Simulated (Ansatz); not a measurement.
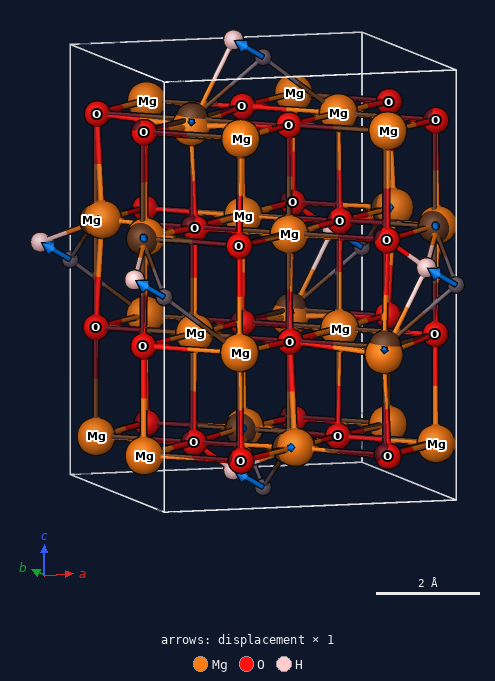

A relaxation of a defect cell of composition Mg$_{8}$HO$_{8}$ (cell charge +1). The starting structure is drawn faded, the final one solid; blue arrows show the displacements, at their true length.

Style: ball-and-stick. Shown: the larger cell on standard axes (2 times the calculation's cell) (origin shifted), slightly off an axis.

Case: H interstitial, charge +1, atoms relaxed. The atoms of the start lie slightly off their symmetric places, so part of the fall in energy undoes that.

Theory: Ansatz, DFT PBEsol, scalar-relativistic, plane waves, PAW.

Input file:
```yaml
crystal:
  lattice:
    - [-4.2140464022, 0.0, 4.2140464022]
    - [-4.2140464022, -4.2140464022, 0.0]
    - [0.0, -4.2140464022, 4.2140464022]
  atoms:
    - { symbol: Mg, position: [0.0, 0.5, 0.5] }
    - { symbol: Mg, position: [0.0, 0.0, 0.5] }
    - { symbol: Mg, position: [0.0, 0.5, 0.0] }
    - { symbol: Mg, position: [0.0, 0.0, 0.0] }
    - { symbol: Mg, position: [0.5, 0.5, 0.5] }
    - { symbol: Mg, position: [0.5, 0.0, 0.5] }
    - { symbol: Mg, position: [0.5, 0.5, 0.0] }
    - { symbol: Mg, position: [0.5, 0.0, 0.0] }
    - { symbol: O, position: [0.25, 0.75, 0.25] }
    - { symbol: O, position: [0.25, 0.25, 0.25] }
    - { symbol: O, position: [0.25, 0.75, 0.75] }
    - { symbol: O, position: [0.25, 0.25, 0.75] }
    - { symbol: O, position: [0.75, 0.75, 0.25] }
    - { symbol: O, position: [0.75, 0.25, 0.25] }
    - { symbol: O, position: [0.75, 0.75, 0.75] }
    - { symbol: O, position: [0.75, 0.25, 0.75] }
    - { symbol: H, position: [0.1189039606, 0.6319761096, 0.139879525] }
total_charge: 1
basis:
  ecutwfc: 420
  xc_grid: 2
kpoints:
  mp_grid: { grid: [2, 2, 2], shift: [0.0, 0.0, 0.0] }
hamiltonian:
  xc: pbesol
scf:
  occupations: { method: gaussian, width: 0.02 }
output:
  forces: true
  stress: false
  eigenvalues: true
  write_density: true
  write_potential: true
  elf: true
  volumetric_format: npy
relax:
  adjacent_minimum: "off"
  f_tol: 0.02
  max_steps: 60
```

Run as
```bash
ansatz run input.yaml --threads 4 --pin off --max-ram 10240MiB --backend cpu --events-out ev --progress --plain --runs-dir out
```

**Which element moves most?**

Hydrogen: up to 0.71 Å, against 0.17 Å for magnesium.

**What happened in the run?**

The largest move is that of H17, 0.71 Å along [−2 0 1]. By element the largest moves are H 0.71 Å, Mg 0.17 Å, O 0.09 Å. The cell doesn't change. Among the contacts that change: O9–H17 1.749 → 0.989 Å, Mg3–H17 1.902 → 2.624 Å, Mg1–Mg4 2.980 → 2.730 Å, Mg1–O9 2.107 → 2.242 Å. New bonds form, among them: O9–H17 (1.75 → 0.99 Å). Bonds break, among them: Mg3–H17 (1.90 → 2.62 Å). Among the angles between lasting bonds that change: Mg4–H17–Mg7 109.4° → 118.2°, Mg4–O11–Mg7 90.0° → 98.6°, Mg1–O15–Mg7 90.0° → 82.7°. After 8 accepted moves (9 points after the start) the energy has fallen by 2.011 eV per cell of the calculation. Largest force component: 1.8 eV/Å at the start, 0.0024 eV/Å at the end. 1 step only repeated the SCF at the same geometry.

Limits of the set-up: the periodic images lie only 6.0 Å apart, so the values are limited by the cell's size; the cell is charged, on a uniform background, and energies carry no finite-size correction.
